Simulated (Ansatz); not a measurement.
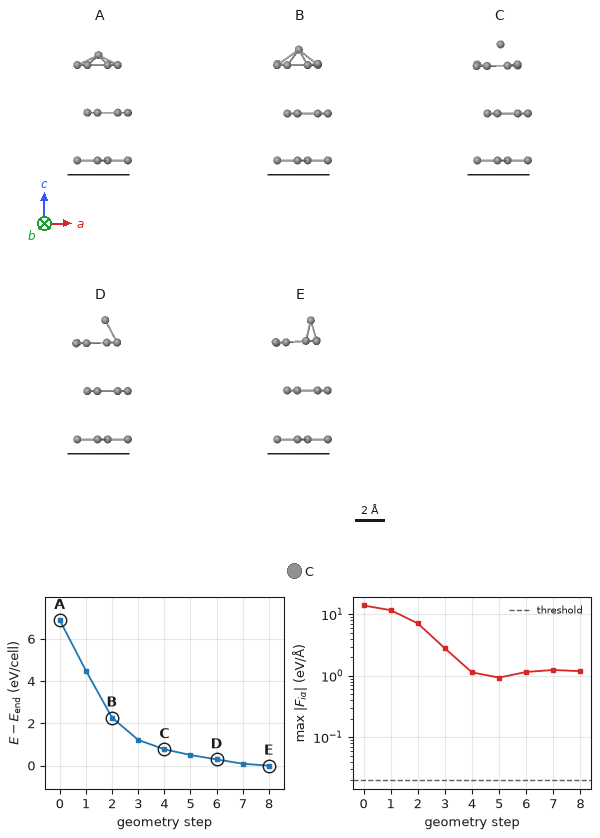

Frames of a constrained relaxation of a slab of composition C (cut from the R-3m phase), marked on the history of the run. Style: ball-and-stick. Shown: the 1 × 2 repeat of the cell, outlined in the plane, without the vacuum (origin shifted), along the b axis.

Case: C put near a hollow C-C site. The slab is the (0 0 1) face of C with C on it. 8 atoms are held fixed.

Computed with DFT PBE+D3(BJ), scalar-relativistic, plane waves, PAW (Ansatz). Settings: plane-wave cutoff 420 eV; k-point mesh 6 × 6 × 1; occupations gaussian; smearing width 0.05 eV; collinear spin; dipole correction; atoms relaxed in a fixed cell; force threshold 0.02 eV/Å; at most 70 steps.

### What happens along the run?

The run was cut off at its time limit before the relaxation converged, so the last structure is only a point on the way. A C atom moves most: 1.29 Å at 42° to the normal (+c side). The cell doesn't change. Among the contacts that change: C–C 1.649 → 2.902 Å, C–C 1.619 → 2.635 Å, C–C 1.556 → 1.931 Å, C–C 1.525 → 1.472 Å. Bonds break, among them: C–C (1.65 → 2.90 Å). Among the angles between lasting bonds that change: C–C–C 152.5° → 113.1°, C–C–C 65.7° → 103.4°, C–C–C 153.2° → 117.7°. Over 8 geometry steps the energy falls by 6.895 eV per cell of the calculation. The largest force component goes from 14 to 1.2 eV/Å. The program noted that the starting moments weren't kept. Cost: 23 min on 4 threads of Intel(R) Xeon(R) Processor @ 2.50GHz (Skylake/Cascade Lake), with other jobs on the host, peak memory 2 GiB. From step 0 to 2: a C atom moves most (0.39 Å), energy −4.617 eV per cell of the calculation. From step 2 to 4: a C atom moves most (0.39 Å), energy −1.501 eV per cell of the calculation. From step 4 to 6: a C atom moves most (0.40 Å), energy −0.480 eV per cell of the calculation. From step 6 to 8: a C atom moves most (0.39 Å), energy −0.297 eV per cell of the calculation.

Limits of the set-up: the periodic images lie only 4.9 Å apart, so the values are limited by the cell's size.
